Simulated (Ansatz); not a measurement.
**Nudged elastic band, with input and output: Zn₁₅S₁₆ (charge −2) (part 3 of 3)**

Continued. System: Zn₁₅S₁₆ (defect cell, 31 atoms in the cell, total charge −2). Method: DFT PBEsol, scalar-relativistic, plane waves, PAW, no spin polarisation (Ansatz 0.2.0); cutoff 420 eV, 2×2×2 k-mesh, Gaussian smearing of 0.02 eV. The structure derives from a Materials Project entry. It belongs to a series of runs on one base structure; here: climbing-image band for the jump of Zn by 3.67 A.

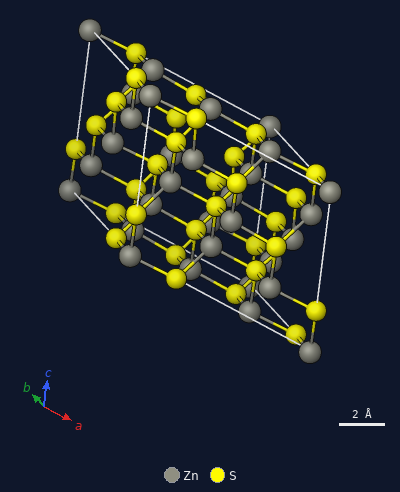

The starting structure (ball-and-stick view of the cell of the calculation, seen slightly off an axis).

**Output, continued**
```
  k-point 3: bands = ["-7.4738", "-7.0539", "-6.9334", "-6.9177", "-6.8807", "-6.6785", "-6.6531", "-6.6258", "-6.5105", "-6.4149", "-6.3793", "-6.3307", "-6.1738", "-6.0880", "-5.9524", "-5.9484", "-1.1118", "-1.0404", "-0.9858", "-0.9714", "-0.9160", "-0.9021", "-0.8850", "-0.8655", "-0.8577", "-0.8420", "-0.8336", "-0.8284", "-0.8150", "-0.8099", "-0.7990", "-0.7862", "-0.7838", "-0.7725", "-0.7603", "-0.7540", "-0.7405", "-0.7346", "-0.7264", "-0.7144",
      "-0.6990", "-0.6919", "-0.6821", "-0.6635", "-0.6622", "-0.6482", "-0.6433", "-0.6292", "-0.6121", "-0.6032", "-0.5895", "-0.5699", "-0.5512", "-0.5369", "-0.5321", "-0.5165", "-0.5049", "-0.4828", "-0.4723", "-0.4676", "-0.4615", "-0.4535", "-0.4417", "-0.4350", "-0.4306", "-0.4223", "-0.4205", "-0.4123", "-0.4025", "-0.3975", "-0.3909", "-0.3808", "-0.3676", "-0.3556", "-0.3546", "-0.3234", "-0.3206", "-0.3185", "-0.3097", "-0.3034",
      "-0.2839", "-0.2819", "-0.2721", "-0.2680", "-0.2573", "-0.1900", "-0.1550", "-0.1462", "-0.1183", "-0.0667", "-0.0522", "0.5481", "0.7501", "0.8164", "0.8277", "0.8717", "0.9662", "1.0316", "1.0795", "1.2974", "1.4517", "1.8731", "2.2341", "2.3633", "2.3747", "2.4950", "2.5190", "2.5939", "2.7306", "2.8896", "3.0027", "3.1256", "3.2044", "3.2722", "3.6355", "3.6773", "3.7322", "3.7836", "3.8192", "3.8342",
      "3.9100", "3.9562", "3.9894", "4.0395", "4.1178", "4.1862", "4.3325", "4.4502", "4.6120", "4.7086", "4.7600", "4.7777", "4.7922", "4.9671", "4.9965", "5.0510", "5.2638", "5.3649", "5.6875", "8.2499", "9.0733", "9.3642", "9.5039", "9.5804", "9.6861", "9.7697", "9.8562", "9.8984", "10.0810", "10.2234", "10.2719", "10.3647", "10.4824", "10.5269", "10.6597", "10.7117", "10.8613", "10.9213", "11.0107", "11.1559",
      "11.1845", "11.3271", "11.6164", "11.6778", "11.6843", "11.8664", "11.9236", "12.0144", "12.0846", "12.2354"]
this run last wrote the band of iteration 9 to [file]
--- NEB band (7 images, 9 band iterations, 391 SCF iterations) ---
  forward barrier  = 1.271980 eV
  backward barrier = 1.271980 eV
  lagrangian_above_aufbau_ev (what the smearing adds, to first order; not taken off the barriers): saddle image +0.000000 eV, end points +0.000000 and +0.000000 eV
  climbing image's point = of an order that was not read
  energies are F+E_penalty+E_count in eV, relative to image 0
  image     s (Å)  Δ vs image 0  max|band force component| (eV/Å)
      0    0.0000      0.000000                                 —
      1    0.7177      0.354849                          1.539e-2
      2    1.4353      0.977817                          1.883e-2
  *   3    2.1528      1.271980                          3.131e-2
      4    2.8704      0.977817                          1.883e-2
      5    3.5880      0.354849                          1.539e-2
      6    4.3057     -0.000000                                 —
  climbing-image geometry (image 3):
  cell:  # Å, volume = 614.6159 Å³
    - [5.3560909598, 5.3560909598, -5.3560909598]
    - [-5.3560909598, -5.3560909598, -5.3560909598]
    - [-5.3560909598, 5.3560909598, 5.3560909598]
  atoms:
    - { symbol: Zn, position: [0.3190544784948522, -0.1809455539280582, 0.7500017674877593] }
    - { symbol: Zn, position: [0.7498441990306401, 0.5113568049756405, 0.7499998601839549] }
    - { symbol: Zn, position: [0.7441034230588235, -0.010679248457839352, 0.2356051828600818] }
    - { symbol: Zn, position: [-0.0007171237004415243, 0.9877875706128993, -0.01439408512458984] }
    - { symbol: Zn, position: [0.2459792885333659, 0.7459792957647271, 0.011744107105525897] }
    - { symbol: Zn, position: [0.48778755691037495, 0.49928287252073833, -0.014394092508661357] }
    - { symbol: Zn, position: [0.7610438145426526, 0.26104383187033975, 0.0029261206670465334] }
    - { symbol: Zn, position: [0.011356794748097226, 0.2498441904689945, 0.7499998476695496] }
    - { symbol: Zn, position: [0.5081174526250214, 0.00811746173566592, 0.49707355280885257] }
    - { symbol: Zn, position: [0.7636769389353635, 0.7521814148887775, 0.5143936841062166] }
    - { symbol: Zn, position: [0.0037152520739851536, 0.7584981969058563, 0.264394915519211] }
    - { symbol: Zn, position: [0.25849819472785013, 0.5037152478023353, 0.2643949010027191] }
    - { symbol: Zn, position: [0.48932073615052685, 0.24410343278144137, 0.235605183578705] }
    - { symbol: Zn, position: [-0.015763974074839038, 0.4842360238486878, 0.4882561636835792] }
    - { symbol: Zn, position: [0.2521813954020666, 0.2636769163056598, 0.5143936580075259] }
    - { symbol: S, position: [0.2517346768968073, -0.012782492818034313, -0.014749256079626183] }
    - { symbol: S, position: [0.4872174883887689, 0.7517346766883983, -0.014749266714258913] }
    - { symbol: S, position: [0.754455682246887, 0.5119449853326284, 0.0059703819098184535] }
    - { symbol: S, position: [0.7559743963748172, -0.0015148296462413613, 0.49402940515718985] }
    - { symbol: S, position: [0.006047492134666765, 0.006047493455871217, 0.24999980499397165] }
    - { symbol: S, position: [0.25167013887649214, 0.7516701422253973, 0.26001552861848903] }
    - { symbol: S, position: [0.5060474979236486, 0.5060475043340626, 0.24999980678979727] }
    - { symbol: S, position: [0.741655102871323, 0.24165511342436927, 0.23998462850364347] }
    - { symbol: S, position: [0.01194497771892522, 0.2544556912986464, 0.005970378786066988] }
    - { symbol: S, position: [0.5253678147996971, 0.025367741741794472, 0.749999970070683] }
    - { symbol: S, position: [0.7397967265955467, 0.7524917399239721, 0.7499998160467075] }
    - { symbol: S, position: [0.01648399883908515, 0.7519671974226063, 0.5147494645234144] }
    - { symbol: S, position: [0.2519671864973504, 0.516483974251452, 0.5147494439438683] }
    - { symbol: S, position: [0.49848516930775344, 0.25597440327898446, 0.494029414218944] }
    - { symbol: S, position: [-0.00453851203642415, 0.49546148446688265, 0.7499999071044385] }
    - { symbol: S, position: [0.2524917351063163, 0.23979671652334414, 0.749999805079377] }
```

**The last band as extended XYZ (Å, eV, eV/Å)**
```
31
Lattice="5.3561 5.3561 -5.3561 -5.3561 -5.3561 -5.3561 -5.3561 5.3561 5.3561" Properties=species:S:1:pos:R:3:forces:R:3 image=0 energy=-63382.84262
Zn   -2.6349    5.3993    2.6173   -0.0046  -0.0046  -0.0033
Zn   -2.7212    5.3129   -2.7387    0.0046   0.0046  -0.0033
Zn    2.7212    5.3129   -2.6173   -0.0046   0.0046   0.0033
Zn   -5.2954   -5.3993   -5.3129    0.0033   0.0046  -0.0046
Zn   -2.6349   -2.6173   -5.3993   -0.0046   0.0033   0.0046
Zn   -0.0607   -0.0432   -5.3993   -0.0033   0.0046   0.0046
Zn    2.7212    2.6173   -5.3129   -0.0046  -0.0033  -0.0046
Zn   -5.3561    2.6780    2.6780    0.0000   0.0000   0.0000
Zn   -0.0607    5.3993    0.0432   -0.0033  -0.0046  -0.0046
Zn   -2.7212    2.7387   -5.3129    0.0046   0.0033  -0.0046
Zn   -5.3561   -2.6780   -2.6780    0.0000   0.0000   0.0000
Zn   -2.7212    0.0432   -2.6173    0.0046  -0.0046   0.0033
Zn    0.0000    2.6780   -2.6780    0.0000   0.0000   0.0000
Zn   -5.2954    0.0432   -0.0432    0.0033  -0.0046   0.0046
Zn   -2.7212    2.6173   -0.0432    0.0046  -0.0033   0.0046
S     1.3449    1.3406   -1.3406    0.0027  -0.0091   0.0091
S    -1.2881   -1.3899   -6.7460    0.0027  -0.0027  -0.0027
S     1.3374    1.3331   -6.6967    0.0091  -0.0027   0.0091
S     1.3374    6.6967   -1.3331    0.0091  -0.0091   0.0027
S    -1.3374    1.3331    1.3406   -0.0091  -0.0027  -0.0091
S    -4.0187   -1.3331   -4.0155    0.0091   0.0027  -0.0091
S    -1.3449    1.3406   -4.0155   -0.0027  -0.0091  -0.0091
S     1.3449    4.0155   -4.0155    0.0027   0.0091  -0.0091
S    -1.3374   -1.3406   -1.3331   -0.0091   0.0091   0.0027
S    -1.2881    6.7460    1.3899    0.0027   0.0027   0.0027
S    -4.0680    3.9661   -3.9661   -0.0027  -0.0027   0.0027
S    -6.6935   -1.3331   -1.3406   -0.0091   0.0027   0.0091
S    -4.0680    1.3899   -1.3899   -0.0027   0.0027  -0.0027
S    -1.3449    4.0155   -1.3406   -0.0027   0.0091   0.0091
S    -6.6935    1.3406    1.3331   -0.0091  -0.0091  -0.0027
S    -4.0187    4.0155    1.3331    0.0091   0.0091  -0.0027
31
Lattice="5.3561 5.3561 -5.3561 -5.3561 -5.3561 -5.3561 -5.3561 5.3561 5.3561" Properties=species:S:1:pos:R:3:forces:R:3 image=3 energy=-63381.57064
Zn   -1.3390    6.6951    3.2774    0.0000   0.0000  -0.0114
Zn   -2.7397    5.2944   -2.7380   -0.0074  -0.0074   0.0147
Zn    2.7808    5.3046   -2.6664   -0.0099  -0.0077   0.0011
Zn   -5.2174   -5.3716   -5.3639   -0.0104   0.0104  -0.0186
Zn   -2.7409   -2.6151   -5.2501    0.0110  -0.0110  -0.0259
Zn    0.0155   -0.1387   -5.3639   -0.0104   0.0104  -0.0186
Zn    2.6624    2.6937   -5.4587    0.0130  -0.0130   0.0001
Zn   -5.2944    2.7397    2.6181    0.0074   0.0074   0.0147
Zn    0.0157    5.3404   -0.1026   -0.0130   0.0130   0.0001
Zn   -2.6936    2.8167   -5.3639    0.0104  -0.0104  -0.0186
Zn   -5.4588   -2.6266   -2.6664    0.0099   0.0077   0.0011
Zn   -2.7295    0.1027   -2.6664   -0.0077  -0.0099   0.0011
Zn    0.0515    2.5753   -2.6664    0.0077   0.0099   0.0011
Zn   -5.2932   -0.0629    0.1060   -0.0110   0.0110  -0.0259
Zn   -2.8167    2.6936   -0.0078    0.0104  -0.0104  -0.0186
S     1.4958    1.3378   -1.3588    0.0047  -0.0002   0.0112
S    -1.3378   -1.4958   -6.7149    0.0002  -0.0047   0.0112
S     1.2669    1.3309   -6.7510   -0.0072  -0.0173  -0.0027
S     1.4111    6.7032   -1.3949    0.0072   0.0173  -0.0027
S    -1.3390    1.3390    1.2742    0.0000   0.0000  -0.0082
S    -4.0707   -1.2854   -3.9813   -0.0010   0.0010   0.0313
S    -1.3390    1.3390   -4.0819    0.0000   0.0000  -0.0082
S     1.3927    3.9634   -3.9813    0.0010  -0.0010   0.0313
S    -1.3309   -1.2669   -1.3949    0.0173   0.0072  -0.0027
S    -1.3390    6.6951    1.0673    0.0000   0.0000   0.0032
S    -4.0851    3.9491   -3.9758   -0.0030  -0.0030   0.0156
S    -6.6964   -1.1823   -1.3588   -0.0002   0.0047   0.0112
S    -4.1738    1.3403   -1.3588   -0.0047   0.0002   0.0112
S    -1.3472    3.9450   -1.3949   -0.0173  -0.0072  -0.0027
S    -6.6951    1.3390    1.3876    0.0000   0.0000  -0.0111
S    -3.9491    4.0851    1.3803    0.0030   0.0030   0.0156
31
Lattice="5.3561 5.3561 -5.3561 -5.3561 -5.3561 -5.3561 -5.3561 5.3561 5.3561" Properties=species:S:1:pos:R:3:forces:R:3 image=6 energy=-63382.84262
Zn   -0.0432    7.9910    2.6173    0.0046   0.0046  -0.0033
Zn   -2.6780    5.3561   -2.6780    0.0000   0.0000   0.0000
Zn    2.6780    5.3561   -2.6780    0.0000   0.0000   0.0000
Zn   -5.3129   -5.2954   -5.3993   -0.0046   0.0033   0.0046
Zn   -2.7387   -2.7212   -5.3993   -0.0033   0.0046   0.0046
Zn    0.0432   -0.0607   -5.3129   -0.0046  -0.0033  -0.0046
Zn    2.7387    2.6349   -5.3129    0.0033   0.0046  -0.0046
Zn   -5.3129    2.7212    2.6173   -0.0046  -0.0046  -0.0033
Zn   -0.0432    5.4168    0.0432    0.0046   0.0033  -0.0046
Zn   -2.6173    2.7212   -5.3993    0.0033  -0.0046   0.0046
Zn   -5.3993   -2.6349   -2.6173    0.0046  -0.0046   0.0033
Zn   -2.6780    0.0000   -2.6780    0.0000   0.0000   0.0000
Zn    0.0432    2.6349   -2.6173   -0.0046   0.0046   0.0033
Zn   -5.3993   -0.0607   -0.0432    0.0046  -0.0033   0.0046
Zn   -2.7387    2.7212    0.0432   -0.0033  -0.0046  -0.0046
S     1.3899    1.2881   -1.3899    0.0027  -0.0027  -0.0027
S    -1.3406   -1.3449   -6.6967    0.0091  -0.0027   0.0091
S     1.3406    1.3374   -6.6892   -0.0091   0.0091   0.0027
S     1.3406    6.7010   -1.3406   -0.0091   0.0027   0.0091
S    -1.3406    1.3449    1.3406    0.0091   0.0027  -0.0091
S    -4.0230   -1.3374   -4.0155   -0.0027  -0.0091  -0.0091
S    -1.3331    1.3374   -4.0155    0.0027   0.0091  -0.0091
S     1.3406    4.0111   -4.0155   -0.0091  -0.0027  -0.0091
S    -1.3331   -1.3374   -1.3406    0.0027  -0.0091   0.0091
S    -1.3899    6.6442    1.3899   -0.0027  -0.0027   0.0027
S    -4.0155    4.0187   -4.0230   -0.0091  -0.0091  -0.0027
S    -6.7460   -1.2881   -1.3899   -0.0027   0.0027  -0.0027
S    -4.0230    1.3374   -1.3406   -0.0027   0.0091   0.0091
S    -1.3406    4.0187   -1.3331    0.0091  -0.0091   0.0027
S    -6.6967    1.3374    1.3331    0.0091   0.0091  -0.0027
S    -3.9661    4.0680    1.3899    0.0027   0.0027   0.0027
```

**Results in brief**

```json
{"quantity": "outcome", "value": "converged"}
{"quantity": "barrier, forward", "value": "1.272 eV"}
{"quantity": "barrier, backward", "value": "1.272 eV"}
{"quantity": "electrons treated", "value": "278"}
{"quantity": "wall time", "value": "11 min (CPU time 53 min)"}
{"quantity": "peak memory", "value": "5.5 GiB"}
```

**Notes**

The order of the saddle point was not checked.
